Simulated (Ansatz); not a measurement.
Cell and atoms:

```yaml
crystal:
  lattice:
    - [-2.50984, 0.00000, 0.00000]
    - [-1.25492, -2.17358, 0.00000]
    - [0.00000, 0.00000, 22.56065]
  atoms:
    - { symbol: C, position: [0.00000, 0.00000, 0.62587] }
    - { symbol: C, position: [0.00000, 0.00000, 0.25884] }
    - { symbol: C, position: [0.00000, 0.00000, 0.80938] }
    - { symbol: C, position: [0.00000, 0.00000, 0.44235] }
    - { symbol: C, position: [0.00000, 0.00000, 0.74116] }
    - { symbol: C, position: [0.00000, 0.00000, 0.37413] }
    - { symbol: C, position: [0.00000, 0.00000, 0.19062] }
    - { symbol: C, position: [0.00000, 0.00000, 0.55765] }
    - { symbol: C, position: [0.33333, 0.33333, 0.64883] }
    - { symbol: C, position: [0.33333, 0.33333, 0.28180] }
    - { symbol: C, position: [0.66667, 0.66667, 0.83234] }
    - { symbol: C, position: [0.66667, 0.66667, 0.46531] }
    - { symbol: C, position: [0.33333, 0.33333, 0.71820] }
    - { symbol: C, position: [0.33333, 0.33333, 0.35117] }
    - { symbol: C, position: [0.66667, 0.66667, 0.16766] }
    - { symbol: C, position: [0.66667, 0.66667, 0.53469] }
```

Question: What crystal do these data define?

Answer: The element is carbon. The cell holds 16 atoms. Counting atoms within bonding range gives coordination numbers of C 3 to 4 (mean 3.9). The bonds build C layers parallel to (001).

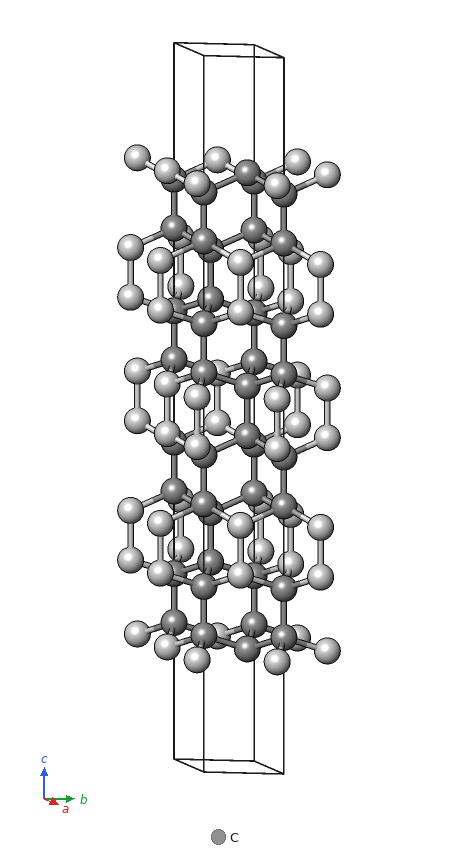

The figure gives a ball-and-stick picture of the atoms, viewed slightly off an axis. One simulation cell is framed, with atoms on its boundary repeated. Atoms of adjacent cells appear where they bond to atoms in the box, in fainter colours.

Origin of the cell: an entry, possibly a prediction, of the Crystallography Open Database. The cell was then strained or its atoms displaced on purpose. It was the input of a calculation with Ansatz.

At this level of theory the run's own cell isn't at rest (forces up to 5.1 eV/Å), so its distances can differ from those at equilibrium, the more so the softer the solid.
